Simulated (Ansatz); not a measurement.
## Run report: PtSe, single-point calculation (part 2 of 2)

Continued. System: PtSe (F-43m, 2 atoms in the cell). Method: DFT PBE+U+J, scalar-relativistic, plane waves, PAW, U = 7 eV, J = 0.9 eV on Pt atom 1 d, spin-polarised (Ansatz 0.2.0); cutoff 420 eV, 5×5×5 k-mesh, Gaussian smearing of 0.05 eV, collinear spins. The structure was built on a prototype by a generator; it need not be a known phase. It belongs to a series of runs on one base structure; here: from atoms, default search.

Geometry of the input (Å; fractional positions):
```
0.0000  3.0374  3.0374
3.0374  0.0000  3.0374
3.0374  3.0374  0.0000
Pt 0.0000  0.0000  0.0000
Se 0.2500  0.2500  0.2500
```

**Log, continued**
```
SCF iter  49: F=—  HF=-17989.103397 eV  |F-HF|=—  |Δ(HF+E_count)|=   1.51e-4  Δρ=1.82e-4 (↑1.35e-4 ↓1.82e-4)  dr2=2.53e-6  dr2_m=1.18e-5  M=0.630 μB ∫|m|=0.641 μB  β_m=0.01  ethr=6.37e-10  ⟨swp⟩=3.8  Hψ=1147  notcnv=0  defer=22
SCF iter  50: F=—  HF=-17989.103498 eV  |F-HF|=—  |Δ(HF+E_count)|=   1.01e-4  Δρ=1.45e-4 (↑8.09e-5 ↓1.45e-4)  dr2=2.19e-6  dr2_m=5.52e-6  M=0.583 μB ∫|m|=0.593 μB  β_m=0.04  ethr=6.37e-10  ⟨swp⟩=3.5  Hψ=1173  notcnv=0  defer=22
SCF iter  51: F=—  HF=-17989.102984 eV  |F-HF|=—  |Δ(HF+E_count)|=   5.14e-4  Δρ=5.95e-4 (↑5.65e-4 ↓5.95e-4)  dr2=2.23e-5  dr2_m=1.70e-4  M=0.667 μB ∫|m|=0.678 μB  β_m=0.02  ethr=6.37e-10  ⟨swp⟩=4.0  Hψ=1225  notcnv=0  defer=22  recentre
SCF iter  52: F=—  HF=-17989.103385 eV  |F-HF|=—  |Δ(HF+E_count)|=   4.01e-4  Δρ=1.76e-4 (↑1.69e-4 ↓1.76e-4)  dr2=1.83e-6  dr2_m=1.50e-5  M=0.636 μB ∫|m|=0.647 μB  β_m=0.03  ethr=6.37e-10  ⟨swp⟩=3.2  Hψ=1126  notcnv=0  defer=22
SCF iter  53: F=—  HF=-17989.103080 eV  |F-HF|=—  |Δ(HF+E_count)|=   3.05e-4  Δρ=5.21e-4 (↑5.06e-4 ↓5.21e-4)  dr2=1.68e-5  dr2_m=1.34e-4  M=0.664 μB ∫|m|=0.676 μB  β_m=0.18  ethr=6.37e-10  ⟨swp⟩=3.5  Hψ=1156  notcnv=0  defer=22  recentre
SCF iter  54: F=—  HF=-17989.103441 eV  |F-HF|=—  |Δ(HF+E_count)|=   3.61e-4  Δρ=1.18e-4 (↑1.16e-4 ↓1.18e-4)  dr2=8.38e-7  dr2_m=6.89e-6  M=0.619 μB ∫|m|=0.630 μB  β_m=0.30  ethr=6.37e-10  ⟨swp⟩=3.8  Hψ=1147  notcnv=0  defer=22
SCF iter  55: F=—  HF=-17989.103497 eV  |F-HF|=—  |Δ(HF+E_count)|=   5.54e-5  Δρ=9.79e-5 (↑9.62e-5 ↓9.79e-5)  dr2=5.93e-7  dr2_m=4.77e-6  M=0.591 μB ∫|m|=0.601 μB  β_m=0.32  ethr=6.37e-10  ⟨swp⟩=3.0  Hψ=907  notcnv=0  defer=22
SCF iter  56: F=—  HF=-17989.103515 eV  |F-HF|=—  |Δ(HF+E_count)|=   1.85e-5  Δρ=1.02e-4 (↑9.99e-5 ↓1.02e-4)  dr2=6.22e-7  dr2_m=5.14e-6  M=0.581 μB ∫|m|=0.591 μB  β_m=0.66  ethr=6.37e-10  ⟨swp⟩=3.0  Hψ=845  notcnv=0  defer=22
SCF iter  57: F=—  HF=-17989.103553 eV  |F-HF|=—  |Δ(HF+E_count)|=   3.81e-5  Δρ=1.16e-4 (↑1.14e-4 ↓1.16e-4)  dr2=8.18e-7  dr2_m=6.70e-6  M=0.561 μB ∫|m|=0.571 μB  β_m=0.68  ethr=6.37e-10  ⟨swp⟩=3.0  Hψ=901  notcnv=0  defer=22
SCF iter  58: F=—  HF=-17989.103592 eV  |F-HF|=—  |Δ(HF+E_count)|=   3.89e-5  Δρ=1.32e-4 (↑1.29e-4 ↓1.32e-4)  dr2=1.03e-6  dr2_m=8.65e-6  M=0.544 μB ∫|m|=0.553 μB  β_m=0.28  ethr=6.37e-10  ⟨swp⟩=3.0  Hψ=897  notcnv=0  defer=22
SCF iter  59: F=—  HF=-17989.103619 eV  |F-HF|=—  |Δ(HF+E_count)|=   2.64e-5  Δρ=1.44e-4 (↑1.40e-4 ↓1.44e-4)  dr2=1.22e-6  dr2_m=1.02e-5  M=0.533 μB ∫|m|=0.542 μB  β_m=0.10  ethr=6.37e-10  ⟨swp⟩=2.9  Hψ=817  notcnv=0  defer=22
SCF iter  60: F=—  HF=-17989.103592 eV  |F-HF|=—  |Δ(HF+E_count)|=   2.66e-5  Δρ=1.33e-4 (↑1.28e-4 ↓1.33e-4)  dr2=1.07e-6  dr2_m=8.63e-6  M=0.544 μB ∫|m|=0.553 μB  β_m=0.04  ethr=6.37e-10  ⟨swp⟩=2.8  Hψ=812  notcnv=0  defer=22
SCF iter  61: F=—  HF=-17989.103557 eV  |F-HF|=—  |Δ(HF+E_count)|=   3.47e-5  Δρ=1.18e-4 (↑1.13e-4 ↓1.18e-4)  dr2=7.22e-7  dr2_m=6.75e-6  M=0.559 μB ∫|m|=0.569 μB  β_m=0.16  ethr=6.37e-10  ⟨swp⟩=3.0  Hψ=888  notcnv=0  defer=22
SCF iter  62: F=—  HF=-17989.103488 eV  |F-HF|=—  |Δ(HF+E_count)|=   6.97e-5  Δρ=9.86e-5 (↑9.15e-5 ↓9.86e-5)  dr2=5.67e-7  dr2_m=4.55e-6  M=0.596 μB ∫|m|=0.606 μB  β_m=0.26  ethr=6.37e-10  ⟨swp⟩=3.1  Hψ=942  notcnv=0  defer=22
SCF iter  63: F=—  HF=-17989.103380 eV  |F-HF|=—  |Δ(HF+E_count)|=   1.08e-4  Δρ=1.82e-4 (↑1.78e-4 ↓1.82e-4)  dr2=1.76e-6  dr2_m=1.64e-5  M=0.638 μB ∫|m|=0.648 μB  β_m=0.18  ethr=6.37e-10  ⟨swp⟩=3.4  Hψ=1144  notcnv=0  defer=22  recentre
SCF iter  64: F=—  HF=-17989.103394 eV  |F-HF|=—  |Δ(HF+E_count)|=   1.43e-5  Δρ=1.67e-4 (↑1.57e-4 ↓1.67e-4)  dr2=1.61e-6  dr2_m=1.33e-5  M=0.634 μB ∫|m|=0.645 μB  β_m=0.04  ethr=6.37e-10  ⟨swp⟩=2.0  Hψ=722  notcnv=0  defer=22
SCF iter  65: F=—  HF=-17989.103497 eV  |F-HF|=—  |Δ(HF+E_count)|=   1.02e-4  Δρ=1.03e-4 (↑9.08e-5 ↓1.03e-4)  dr2=7.54e-7  dr2_m=4.68e-6  M=0.591 μB ∫|m|=0.601 μB  β_m=0.06  ethr=6.37e-10  ⟨swp⟩=3.5  Hψ=1154  notcnv=0  defer=22
SCF iter  66: F=—  HF=-17989.103640 eV  |F-HF|=—  |Δ(HF+E_count)|=   1.44e-4  Δρ=1.52e-4 (↑1.42e-4 ↓1.52e-4)  dr2=1.37e-6  dr2_m=1.09e-5  M=0.524 μB ∫|m|=0.533 μB  β_m=0.10  ethr=6.37e-10  ⟨swp⟩=3.3  Hψ=1104  notcnv=0  defer=22  recentre
SCF iter  67: F=—  HF=-17989.103554 eV  |F-HF|=—  |Δ(HF+E_count)|=   8.65e-5  Δρ=1.15e-4 (↑1.10e-4 ↓1.15e-4)  dr2=7.52e-7  dr2_m=6.45e-6  M=0.561 μB ∫|m|=0.570 μB  β_m=0.17  ethr=6.37e-10  ⟨swp⟩=3.1  Hψ=926  notcnv=0  defer=22
SCF iter  68: F=—  HF=-17989.103438 eV  |F-HF|=—  |Δ(HF+E_count)|=   1.16e-4  Δρ=1.20e-4 (↑1.15e-4 ↓1.20e-4)  dr2=8.30e-7  dr2_m=6.98e-6  M=0.620 μB ∫|m|=0.631 μB  β_m=0.49  ethr=6.37e-10  ⟨swp⟩=3.2  Hψ=1101  notcnv=0  defer=22
SCF iter  69: F=—  HF=-17989.103439 eV  |F-HF|=—  |Δ(HF+E_count)|=   1.17e-6  Δρ=1.19e-4 (↑1.14e-4 ↓1.19e-4)  dr2=8.08e-7  dr2_m=6.89e-6  M=0.620 μB ∫|m|=0.630 μB  β_m=0.74  ethr=6.37e-10  ⟨swp⟩=1.0  Hψ=426  notcnv=0  defer=22
SCF iter  70: F=—  HF=-17989.103372 eV  |F-HF|=—  |Δ(HF+E_count)|=   6.76e-5  Δρ=1.92e-4 (↑1.87e-4 ↓1.92e-4)  dr2=2.10e-6  dr2_m=1.82e-5  M=0.639 μB ∫|m|=0.650 μB  β_m=0.49  ethr=6.37e-10  ⟨swp⟩=3.0  Hψ=907  notcnv=0  defer=22  recentre
SCF iter  71: F=—  HF=-17989.103438 eV  |F-HF|=—  |Δ(HF+E_count)|=   6.66e-5  Δρ=1.20e-4 (↑1.15e-4 ↓1.20e-4)  dr2=8.10e-7  dr2_m=6.99e-6  M=0.620 μB ∫|m|=0.631 μB  ethr=6.37e-10  ⟨swp⟩=3.9  Hψ=1824  notcnv=0
Mixer restart at iter 71: flushing history
iteration 71: the SCF's residuals had fallen too slowly under its mixing. It goes on by minimising its free energy, and can end on another state than longer mixing would; under `scf.algorithm: density_mixing` no SCF does so, but by `scf.convergence.dm_fallback`
SCF iter  72: F=—  HF=-17989.108511 eV  |F-HF|=—  |Δ(HF+E_count)|=   5.07e-3  Δρ=5.01e-4 (↑5.01e-4 ↓3.91e-4)  dr2=3.63e-4  dr2_m=4.37e-5  M=0.184 μB ∫|m|=0.187 μB  ethr=6.37e-10  ⟨swp⟩=3.7  Hψ=3259  notcnv=0
SCF iter  73: F=—  HF=-17989.108522 eV  |F-HF|=—  |Δ(HF+E_count)|=   1.11e-5  Δρ=1.55e-4 (↑8.76e-5 ↓1.55e-4)  dr2=1.55e-5  dr2_m=3.60e-6  M=0.180 μB ∫|m|=0.183 μB  ethr=6.37e-10  ⟨swp⟩=2.6  Hψ=2053  notcnv=0
SCF iter  74: F=—  HF=-17989.108525 eV  |F-HF|=—  |Δ(HF+E_count)|=   2.46e-6  Δρ=4.94e-6 (↑4.94e-6 ↓4.72e-6)  dr2=3.11e-8  dr2_m=4.54e-9  M=0.177 μB ∫|m|=0.180 μB  ethr=2.94e-10  ⟨swp⟩=7.1  Hψ=2752  notcnv=0
SCF iter  75: F=—  HF=-17989.108525 eV  |F-HF|=—  |Δ(HF+E_count)|=   1.78e-9  Δρ=7.13e-7 (↑7.04e-7 ↓7.13e-7)  dr2=1.05e-9  dr2_m=3.78e-11  M=0.177 μB ∫|m|=0.180 μB  ethr=9.14e-11  ⟨swp⟩=5.0  Hψ=2243  notcnv=0
SCF iter  76: F=-17989.108525 eV  HF=-17989.108525 eV  |F-HF|=5.09e-11  |Δ(HF+E_count)|=  3.42e-10  Δρ=1.82e-7 (↑1.63e-7 ↓1.82e-7)  dr2=5.82e-11  dr2_m=1.76e-12  M=0.177 μB ∫|m|=0.180 μB  ethr=3.08e-12  ⟨swp⟩=4.0  Hψ=2096  notcnv=0
SCF iter  77: F=-17989.108525 eV  HF=-17989.108525 eV  |F-HF|=5.09e-11  |Δ(HF+E_count)|=    0.00e0  Δρ=1.82e-7 (↑1.63e-7 ↓1.82e-7)  dr2=5.82e-11  dr2_m=1.76e-12  M=0.177 μB ∫|m|=0.180 μB  ethr=1.00e-12  ⟨swp⟩=4.0  Hψ=2122  notcnv=0
SCF 1 converged in 77 iterations: F = -17989.108525 eV  dr2 = 5.82e-11
  greatest PAW one-centre occupation: 1.000 electrons in one spin orbital (limit 2), on the Pt atom at site 0 (counted from 0), in its partial waves of l = 0
```

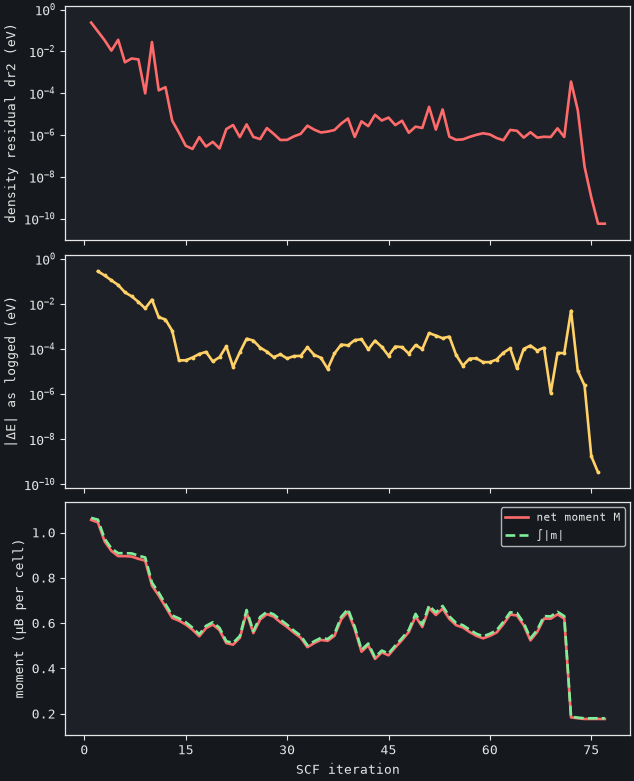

Fig. 1: Convergence of the self-consistent field: density residual dr2, size of the energy change and magnetic moment against the SCF iteration. The residual falls unevenly and jumps up by a factor of two or more 15 times on the way down. The net moment goes from 1.1 to 0.2 μB per cell.

```
SCF converged after 77 iterations
Magnetization: 0.1773 μB (17.0886 up, 16.9114 down)
Absolute magnetization: 0.1774 μB (∫|ρ↑−ρ↓|, with the PAW one-centre terms)
Spin contamination: 0.0003 ħ² per cell (⟨S²⟩ above its minimum at these occupations)
Per-site moments (μB) at R_I (Å): [(0.08691483721970926, 1.0850839163318036), (0.045372964033837115, 1.0850839163318036)]
Free energy (F): -17989.108525 eV
Harris-Foulkes:  -17989.108525 eV  (|F-HF|=5.09e-11)
Internal energy: -17989.104379 eV  (E = F + TS)
E sigma→0 (E₀):  -17989.106452 eV
Entropy (-TS):   -0.004146 eV (-2.073 meV/atom)
Fermi energy:    7.589000 eV
--- Per-component energies (eV) ---
  E_band       = -787.827963
  E_kinetic    = 753.244834
  E_local      = -5192.758719  (includes V_loc(G=0)·N_el)
  E_nonlocal   = -390.119587
  E_hartree    = 2268.282361
  E_xc         = -361.855457
  E_vxc        = -395.374560  (∫ρ·V_xc dr)
  E_hubbard    = 2.112311  (on-site DFT+U / exact-exchange correction)
  E_vhub       = -23.925696  (the Hubbard potential's part of the band-sum identity)
  E_paw        = -11368.913445  (= ΣΔE_a)
  E_vpaw       = -75.459119  (= ΣTr[D̂ρ^β])
  E_aug_tail   = -0.000377  (compensation charges beyond the density's cutoff)
  E_ewald      = -3699.096300
  E_smearing   = -0.004146  (= −TS)
  E_closure    = 0.000000  (closes the sum)
  Σ components = -17989.108525   (vs F -17989.108525, Δ=0.00e0)
--- DFT+U+J on-site energies (Liechtenstein; fll double counting; per corrected site; eV) ---
  site 0 (l=d): U=7.0000  J=0.9000  Tr N=9.2296  E_int=252.943771  E_dc=250.831461  E_U=2.112311
--- Forces (eV/Å), atoms counted from 1 ---
  atom   1  Pt    -0.00000000    -0.00000000     0.00000000
  atom   2  Se    -0.00000000     0.00000000     0.00000000
  max |Σ_I F_I| component: 1.69e-16 eV/Å
--- Stress (GPa, compression-positive) ---
      -10.187003      -0.000000       0.000000
       -0.000000     -10.187003      -0.000000
        0.000000      -0.000000     -10.187003
  P = ⅓ Tr σ = -10.1870 GPa (-101.870 kbar)
--- Band table (eV; the first three rows and the last of 20) ---
  k-point 0 ↑: bands = ["-88.2055", "-42.5265", "-42.5265", "-42.5265", "-40.7222", "-40.7222", "-40.7220", "-40.7220", "-40.7220", "-5.6401", "2.7232", "2.7232", "2.7232", "4.0420", "4.0420", "8.7188", "9.2565", "9.2565", "9.2565", "14.9562", "14.9562", "14.9562"]
  k-point 1 ↑: bands = ["-88.2055", "-42.5267", "-42.5266", "-42.5266", "-40.7227", "-40.7224", "-40.7224", "-40.7219", "-40.7219", "-5.5400", "2.7412", "2.8289", "2.8289", "4.0465", "4.0465", "7.3239", "8.8696", "8.8696", "10.1981", "14.3073", "15.4065", "15.4065"]
  k-point 2 ↑: bands = ["-88.2056", "-42.5269", "-42.5266", "-42.5266", "-40.7237", "-40.7226", "-40.7226", "-40.7218", "-40.7218", "-5.3791", "2.9323", "2.9323", "3.1637", "4.2061", "4.2061", "5.3365", "8.1904", "8.1904", "10.7514", "15.2852", "15.8228", "15.8228"]
  k-point 9 ↓: bands = ["-88.1593", "-42.4705", "-42.4701", "-42.4699", "-40.7148", "-40.7139", "-40.7138", "-40.7127", "-40.7125", "-5.2151", "2.8306", "3.2858", "3.7712", "4.3163", "4.4849", "5.6248", "6.3091", "7.3878", "12.8991", "14.2515", "15.2358", "17.4336"]
Occupation matrices written to [file]
--- Löwdin populations: 2 sites ---
  site symbol       q [e]    m [muB]
     0     Pt     17.8863     0.0921
     1     Se     15.9717     0.0822
  spilling = 0.004176 (of n_electrons = 34.000000)
--- Occupation matrices: 1 shell (run DFT+U table (all-electron-ortho-atomic); ε = 4.38e-4) ---
  Pt0 d_5D: site group Td (-43m)
  Pt0 d_5D up     Tr n = 4.6550  λ = 0.901 0.901 0.901 0.976 0.976  [3× xz 0.33 (T2 1.00) T2(1.00) | 2× z2 0.50 (E 1.00) E(1.00)]
  Pt0 d_5D dn     Tr n = 4.5747  λ = 0.877 0.877 0.877 0.972 0.972  [3× xz 0.33 (T2 1.00) T2(1.00) | 2× z2 0.50 (E 1.00) E(1.00)]
  Tr n, λ and their labels are of the run-group-symmetrised matrices; stabiliser: 24 of 48 elements of G0×{1,Θ} (closed), max defect 3.2e-15 at τ = 9.3e-5
```

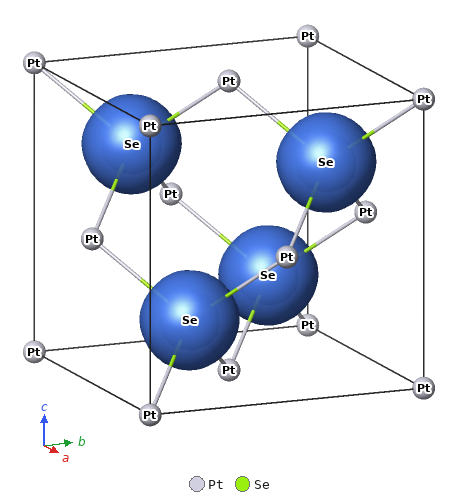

Fig. 2: Isosurface of the ELF at 0.7 (blue), seen slightly off an axis. Only the valence region is drawn (cores and ρ < 0.01 e/Å³ removed). Sticks mark near contacts. The outline is the cell set on symmetry axes. Profiles from the grid: Pt–Se (2.63 Å): the ELF peaks at about 0.80 in the valence shell of Se, 0.8 Å from its nucleus, and drops to about 0.25 between the two atoms. Core electrons are frozen (PAW), so the fields are smoothed inside the atomic spheres.

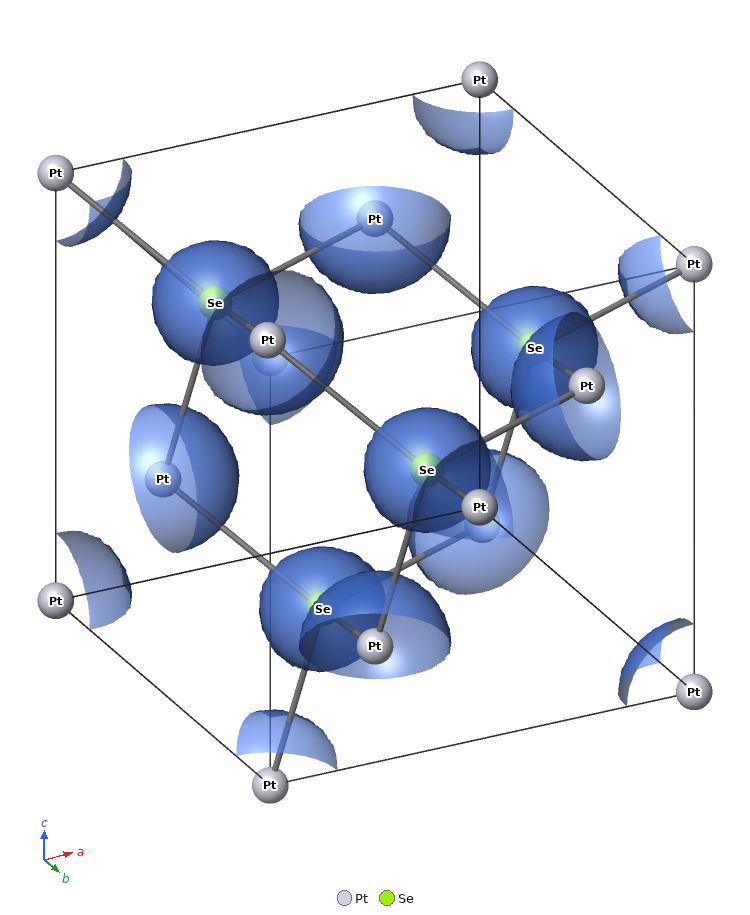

Fig. 3: Isosurface of the valence pseudo-density at 1 e/Å³ (blue), seen at an oblique angle. Sticks mark near contacts. The outline is the cell set on symmetry axes. At this value the density breaks into separate islands; it holds about 75 % of the electrons treated as valence (semicore included). It is pinched off along the Pt–Se (2.63 Å) contacts. On the grid the lowest density along these lines, outside the cores, is 0.44 e/Å³ (Pt–Se, 2.63 Å).
